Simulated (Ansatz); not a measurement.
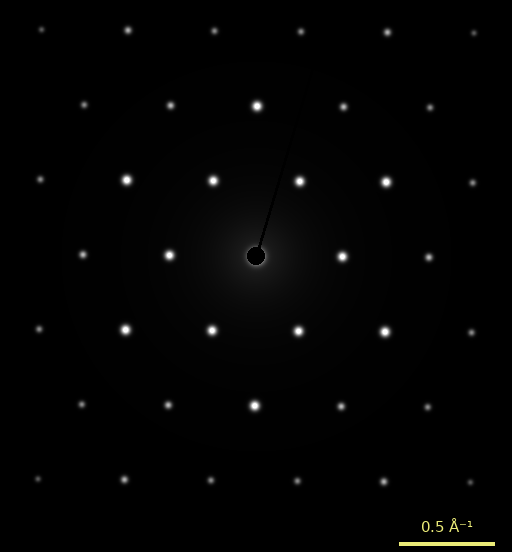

Computed electron diffraction pattern, 300 kV, single scattering only, B = 0.8 Å².

Phase: Co, space group P6_3/mmc (No. 194), a = 2.53 Å, c = 4.09 Å (hexagonal axes). Structure: the end point of a relaxation with DFT, BLYP, plane waves (420 eV) with PAW, scalar-relativistic in Ansatz 0.2.0; the starting structure was generated, so it need not be a known form of this composition.

**Determine the zone axis from the geometry of the pattern.**

The spots form a hexagonal net with both shortest vectors at d = 2.19 Å, 60.0° apart. They index as 1 -1 0 and 1 0 0, so the zone axis is [001].

**List the strongest reflections.**

Strongest reflections with d > 0.80 Å, one of each family (|F|² from tabulated Gaussian fits of the electron scattering factors, times a small damping for the curvature of the Ewald sphere):

```tsv
hkl	d (Å)	I (strongest = 100)
2 -1 0	1.266	100
1 0 0	2.193	85
2 0 0	1.096	17
3 -1 0	0.829	6
```
